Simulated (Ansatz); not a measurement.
Single-point calculation, with input and output: HfO₂ (part 2 of 2)

Continued. System: HfO₂ (24 atoms in the cell). Method: DFT PBEsol, scalar-relativistic, plane waves, PAW, no spin polarisation (Ansatz 0.2.0); cutoff 420 eV, 2×2×2 k-mesh, Gaussian smearing of 0.01 eV. The structure derives from a Materials Project entry. It belongs to a series of runs on one base structure; here: the perfect crystal in a cell of 24 atoms.

The program's output, continued:
```
  k-point 1: bands = ["-47.9140", "-47.9140", "-47.9069", "-47.9069", "-47.9000", "-47.9000", "-47.8928", "-47.8928", "-17.1086", "-17.1086", "-16.9366", "-16.9366", "-16.8234", "-16.8234", "-16.8209", "-16.8209", "-16.8209", "-16.8209", "-16.7858", "-16.7858", "-16.6882", "-16.6882", "-16.6572", "-16.6572", "-16.6176", "-16.6176", "-16.6176", "-16.6176", "-16.6088", "-16.6088", "-16.4749", "-16.4749", "-4.7373", "-4.7373", "-4.5571", "-4.5571", "-4.0560", "-4.0560", "-3.9666", "-3.9666",
      "-3.6504", "-3.6504", "-3.6480", "-3.6480", "-3.6480", "-3.6480", "-3.3548", "-3.3548", "2.1951", "2.1951", "2.2152", "2.2152", "2.2152", "2.2152", "2.2226", "2.2226", "2.2299", "2.2299", "2.2326", "2.2326", "2.2361", "2.2361", "2.2404", "2.2404", "2.2448", "2.2448", "2.2448", "2.2448", "2.2455", "2.2455", "2.2468", "2.2468", "2.2507", "2.2507", "2.2507", "2.2507", "2.2524", "2.2524", "2.2524", "2.2524",
      "2.2563", "2.2563", "2.2596", "2.2596", "2.2626", "2.2626", "2.2646", "2.2646", "2.2731", "2.2731", "2.2892", "2.2892", "2.2952", "2.2952", "2.2953", "2.2953", "2.3013", "2.3013", "2.3375", "2.3375", "2.3375", "2.3375", "2.3586", "2.3586", "7.0674", "7.0674", "7.7641", "7.7641", "8.0032", "8.0032", "8.2603", "8.2603", "8.3391", "8.3391", "8.6385", "8.6385", "8.7514", "8.7514", "8.8605", "8.8605",
      "8.8605", "8.8605", "9.2990", "9.2990", "9.4295", "9.4295", "10.0492", "10.0492", "10.1276", "10.1276", "10.3737", "10.3737", "10.5926", "10.5926", "11.0457", "11.0457", "11.0457", "11.0457", "11.3099", "11.3099", "11.3216", "11.3216", "11.3216", "11.3216", "11.3225", "11.3225", "11.6411", "11.6411", "11.9054", "11.9054", "11.9114", "11.9114", "16.5308", "16.5308", "17.2350", "17.2350", "17.2973", "17.2973", "17.4610", "17.4610",
      "17.8219", "17.8219", "17.9648", "17.9648", "17.9648", "17.9648", "17.9921", "17.9921", "18.1762", "18.1762", "18.7967", "18.7967", "18.9938", "18.9938", "19.4498", "19.4498", "19.9099", "19.9099", "20.7796", "20.7796", "21.6331", "21.6331", "21.6949"]
  k-point 2: bands = ["-47.9132", "-47.9132", "-47.9086", "-47.9086", "-47.8969", "-47.8969", "-47.8950", "-47.8950", "-17.0567", "-17.0567", "-17.0252", "-17.0252", "-16.8990", "-16.8990", "-16.7961", "-16.7961", "-16.7445", "-16.7445", "-16.7392", "-16.7392", "-16.6764", "-16.6764", "-16.6535", "-16.6535", "-16.6270", "-16.6270", "-16.6135", "-16.6135", "-16.5803", "-16.5803", "-16.5505", "-16.5505", "-4.7278", "-4.7278", "-4.3446", "-4.3446", "-4.1482", "-4.1482", "-3.9266", "-3.9266",
      "-3.8502", "-3.8502", "-3.8244", "-3.8244", "-3.4274", "-3.4274", "-3.4035", "-3.4035", "2.2017", "2.2017", "2.2196", "2.2196", "2.2254", "2.2254", "2.2321", "2.2321", "2.2333", "2.2333", "2.2346", "2.2346", "2.2379", "2.2379", "2.2397", "2.2397", "2.2410", "2.2410", "2.2429", "2.2429", "2.2452", "2.2452", "2.2465", "2.2465", "2.2493", "2.2493", "2.2498", "2.2498", "2.2525", "2.2525", "2.2554", "2.2554",
      "2.2577", "2.2577", "2.2617", "2.2617", "2.2617", "2.2617", "2.2687", "2.2687", "2.2714", "2.2714", "2.2780", "2.2780", "2.2865", "2.2865", "2.2889", "2.2889", "2.2964", "2.2964", "2.3020", "2.3020", "2.3357", "2.3357", "2.3585", "2.3585", "7.2778", "7.2778", "7.9862", "7.9862", "8.3734", "8.3734", "8.4271", "8.4271", "8.4913", "8.4913", "8.5062", "8.5062", "8.7182", "8.7182", "8.7552", "8.7552",
      "8.9107", "8.9107", "9.1453", "9.1453", "9.9037", "9.9037", "10.0298", "10.0298", "10.1010", "10.1010", "10.2696", "10.2696", "10.5048", "10.5048", "10.6411", "10.6411", "10.7140", "10.7140", "10.7646", "10.7646", "11.2445", "11.2445", "11.2817", "11.2817", "11.4014", "11.4014", "11.5905", "11.5905", "11.6871", "11.6871", "11.8709", "11.8709", "16.7819", "16.7819", "16.8580", "16.8580", "17.3479", "17.3479", "17.5712", "17.5712",
      "17.9123", "17.9123", "17.9399", "17.9399", "18.3375", "18.3375", "18.3723", "18.3723", "18.3922", "18.3922", "18.6956", "18.6956", "19.1733", "19.1733", "19.4253", "19.4253", "19.6268", "19.6268", "20.8186", "20.8186", "21.8361", "21.8361", "22.2254"]
  k-point 3: bands = ["-47.9140", "-47.9140", "-47.9034", "-47.9034", "-47.9034", "-47.9034", "-47.8928", "-47.8928", "-17.1428", "-17.1428", "-16.8631", "-16.8631", "-16.8631", "-16.8631", "-16.8170", "-16.8170", "-16.7338", "-16.7338", "-16.7338", "-16.7338", "-16.7315", "-16.7315", "-16.6592", "-16.6592", "-16.6503", "-16.6503", "-16.6503", "-16.6503", "-16.6432", "-16.6432", "-16.4751", "-16.4751", "-4.4550", "-4.4550", "-4.4266", "-4.4266", "-4.1603", "-4.1603", "-4.1603", "-4.1603",
      "-3.7613", "-3.7613", "-3.7613", "-3.7613", "-3.7075", "-3.7075", "-3.2552", "-3.2552", "2.2195", "2.2195", "2.2272", "2.2272", "2.2312", "2.2312", "2.2330", "2.2330", "2.2330", "2.2330", "2.2382", "2.2382", "2.2382", "2.2382", "2.2388", "2.2388", "2.2393", "2.2393", "2.2438", "2.2438", "2.2438", "2.2438", "2.2465", "2.2465", "2.2482", "2.2482", "2.2518", "2.2518", "2.2518", "2.2518", "2.2532", "2.2532",
      "2.2589", "2.2589", "2.2603", "2.2603", "2.2603", "2.2603", "2.2682", "2.2682", "2.2729", "2.2729", "2.2732", "2.2732", "2.2732", "2.2732", "2.2891", "2.2891", "2.2906", "2.2906", "2.3029", "2.3029", "2.3029", "2.3029", "2.3538", "2.3538", "7.6436", "7.6436", "8.1292", "8.1292", "8.5159", "8.5159", "8.5159", "8.5159", "8.7395", "8.7395", "8.7395", "8.7395", "8.7644", "8.7644", "8.9344", "8.9344",
      "9.1273", "9.1273", "9.1273", "9.1273", "9.5162", "9.5162", "9.6637", "9.6637", "10.0073", "10.0073", "10.1168", "10.1168", "10.1168", "10.1168", "10.5757", "10.5757", "10.6671", "10.6671", "10.7500", "10.7500", "10.7500", "10.7500", "10.9883", "10.9883", "11.5146", "11.5146", "11.6932", "11.6932", "11.6932", "11.6932", "11.7380", "11.7380", "16.4973", "16.4973", "16.9559", "16.9559", "17.4256", "17.4256", "17.4256", "17.4256",
      "18.0725", "18.0725", "18.0725", "18.0725", "18.5553", "18.5553", "18.6773", "18.6773", "18.8268", "18.8268", "19.0550", "19.0550", "19.0550", "19.0550", "19.2622", "19.2622", "20.5967", "20.5967", "20.5967", "20.5967", "20.7526", "20.7526", "21.6833"]
```

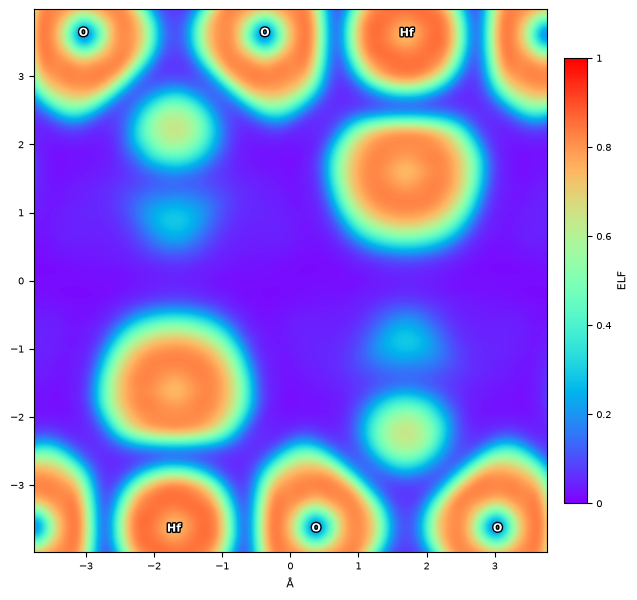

Fig. 1: ELF on the (100) plane of the calculation cell. The section cuts through Hf and O sites. Hf–O (2.08 Å): the ELF peaks at about 0.85 in the valence shell of O, 0.6 Å from its nucleus, and drops to about 0.15 between the two atoms. The strong features right at Hf lie inside the PAW spheres (semicore, d or f shells) and say nothing about bonding. In a PAW calculation such maps are meaningful between the atoms, not at the nuclei.

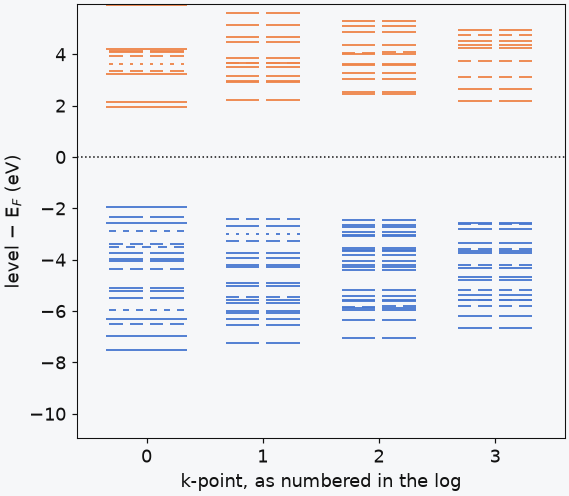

Fig. 2: Kohn–Sham levels near the Fermi level (dotted) at the few k-points that the log prints; levels within 0.02 eV of each other stand side by side. Among these points the highest filled and lowest empty levels are 3.89 eV apart, which is the gap on the mesh.

This output came from the following input.

Input file:
```yaml
crystal:
  lattice:
    - [-4.8301248088, -4.8301248088, 0.0]
    - [-4.8301248088, 4.8301248088, 0.0]
    - [4.8301248088, 0.0, -6.4194329124]
  atoms:
    - { symbol: Hf, position: [0.25, 0.25, 0.5] }
    - { symbol: Hf, position: [0.0, 0.0, 0.0] }
    - { symbol: Hf, position: [0.75, 0.75, 0.5] }
    - { symbol: Hf, position: [0.5, 0.5, 0.0] }
    - { symbol: Hf, position: [0.125, 0.625, 0.25] }
    - { symbol: Hf, position: [0.875, 0.375, 0.75] }
    - { symbol: Hf, position: [0.625, 0.125, 0.25] }
    - { symbol: Hf, position: [0.375, 0.875, 0.75] }
    - { symbol: O, position: [0.125, 0.9300300965, 0.25] }
    - { symbol: O, position: [0.875, 0.6800300965, 0.75] }
    - { symbol: O, position: [0.625, 0.4300300965, 0.25] }
    - { symbol: O, position: [0.375, 0.1800300965, 0.75] }
    - { symbol: O, position: [0.4449699035, 0.75, 0.5] }
    - { symbol: O, position: [0.1949699035, 0.5, 0.0] }
    - { symbol: O, position: [0.9449699035, 0.25, 0.5] }
    - { symbol: O, position: [0.6949699035, 0.0, 0.0] }
    - { symbol: O, position: [0.0550300965, 0.75, 0.5] }
    - { symbol: O, position: [0.8050300965, 0.5, 0.0] }
    - { symbol: O, position: [0.5550300965, 0.25, 0.5] }
    - { symbol: O, position: [0.3050300965, 0.0, 0.0] }
    - { symbol: O, position: [0.125, 0.3199699035, 0.25] }
    - { symbol: O, position: [0.875, 0.0699699035, 0.75] }
    - { symbol: O, position: [0.625, 0.8199699035, 0.25] }
    - { symbol: O, position: [0.375, 0.5699699035, 0.75] }
basis:
  ecutwfc: 420
  xc_grid: 2
kpoints:
  mp_grid: { grid: [2, 2, 2], shift: [0.0, 0.0, 0.0] }
hamiltonian:
  xc: pbesol
scf:
  occupations: { method: gaussian, width: 0.01 }
output:
  forces: true
  stress: true
  eigenvalues: true
  write_density: true
  write_potential: true
  elf: true
  volumetric_format: npy
```

Run as:
```bash
ansatz run input.yaml --threads 4 --pin off --max-ram 10240MiB --backend cpu --events-out ev --progress --plain --runs-dir out
```

Results in brief:

| quantity | value |
| --- | --- |
| outcome | converged |
| space group (tolerance 0.01 Å) | P4₂/mnm (136) |
| electrons treated | 304 |
| free energy | −133800.8308 eV |
| Fermi energy | 14.324 eV |
| gap on the k-point mesh | 3.89 eV |
| pressure | 0.09 GPa |
| largest force (length of the vector) | 0.002 eV/Å |
| hardware | 4 threads of AMD EPYC (Zen 3), 32 GiB of memory available, shared host |
| wall time | 4.7 s (CPU time 17 s) |
| peak memory | 1.2 GiB |

Remarks:

Spin–orbit coupling is left out, which matters for Hf.
